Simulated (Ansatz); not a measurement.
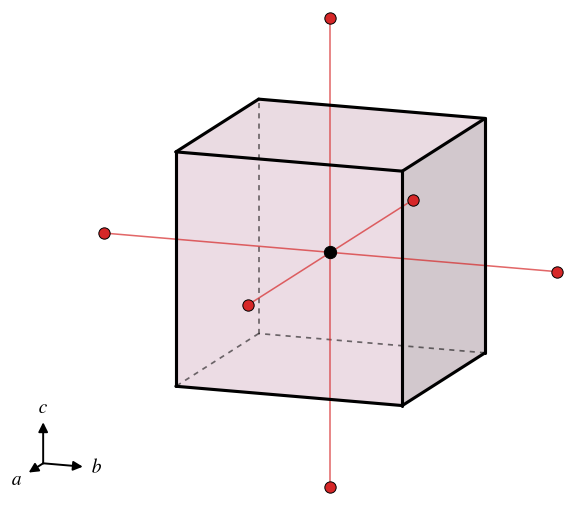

For N, coordinates from a relaxation with DFT PBE, scalar-relativistic, plane waves, PAW (Ansatz): the Wigner–Seitz cell of the crystal's lattice, with lines to the lattice points that define its faces. The drawing is computed from the coordinates (standard cell, symmetry found to 0.002 Å).

a = 6.110 Å, b = 6.110 Å, c = 6.110 Å, α = 90.00°, β = 90.00°, γ = 90.00°; lattice centring P.

### Which of Fedorov's five parallelohedra is it?

A parallelepiped: 6 faces (6 with 4 edges), 12 edges, 8 vertices. Its volume is that of the primitive cell, 228.1 Å³.

### Which lattice vectors do the faces bisect?

| example | length (Å) | faces | edges of each | area (Å²) |
| --- | --- | --- | --- | --- |
| a | 6.11 | 6 | 4 | 37.3 |
